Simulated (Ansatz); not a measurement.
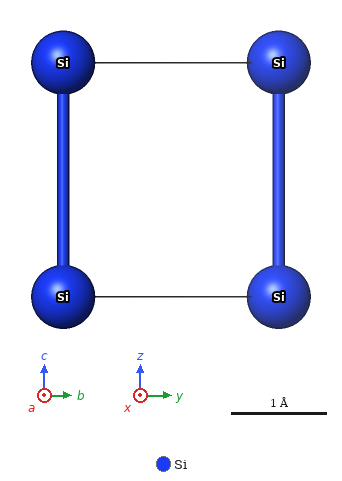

Crystalline Si (P6/mmm): the ratio of the cell's length along z to its lengths across, counted as 1 for the reference, is changed at fixed volume (a c/a path), with the atoms kept at their fractional coordinates. x, y and z are the Cartesian axes of the input. The picture shows the reference cell. The picture is a ball-and-stick view of the cell of the calculation, seen along the a axis.

Computed with DFT LDA, scalar-relativistic, plane waves, PAW in Ansatz 0.2.0. (plane-wave cutoff 420 eV; k-point mesh 24 × 24 × 22; occupations gaussian; smearing width 0.15 eV; no spin polarisation). Energies (free energies at the smearing named) are counted from the cell as listed in its source, which wasn't relaxed.

```
CELL_PARAMETERS angstrom
2.62054 0.00000 0.00000
-1.31027 2.26946 0.00000
0.00000 0.00000 2.46635
ATOMIC_POSITIONS crystal
Si 0.00000 0.00000 0.00000
```

What energies does the calculation give (the relative ratio: 0.80, 0.85, 0.92, 0.96, 1.00, 1.05, 1.10, 1.20, 1.30)?

| axial ratio over its reference value | ΔE (meV/atom) |
| --- | --- |
| 0.80 | 479 |
| 0.85 | 223 |
| 0.92 | 49 |
| 0.96 | 10 |
| 1.00 | 0 |
| 1.05 | 19 |
| 1.10 | 69 |
| 1.20 | 218 |
| 1.30 | 397 |

The lowest computed point lies at the relative ratio 1.00 (0 meV/atom). The end points stand at 479 meV/atom (0.80) and 397 meV/atom (1.30). The unrelaxed reference is under a pressure of −0.8 GPa. The distortion keeps the space group P6/mmm. At the relative ratio 1.30 the cell of the drawing goes a 2.621 → 2.401 Å, b 2.621 → 2.401 Å, c 2.466 → 2.938 Å.

As a plot:

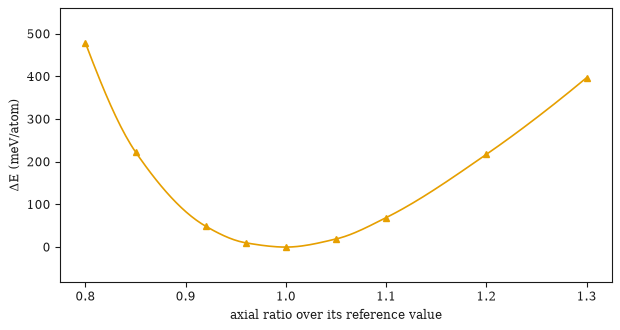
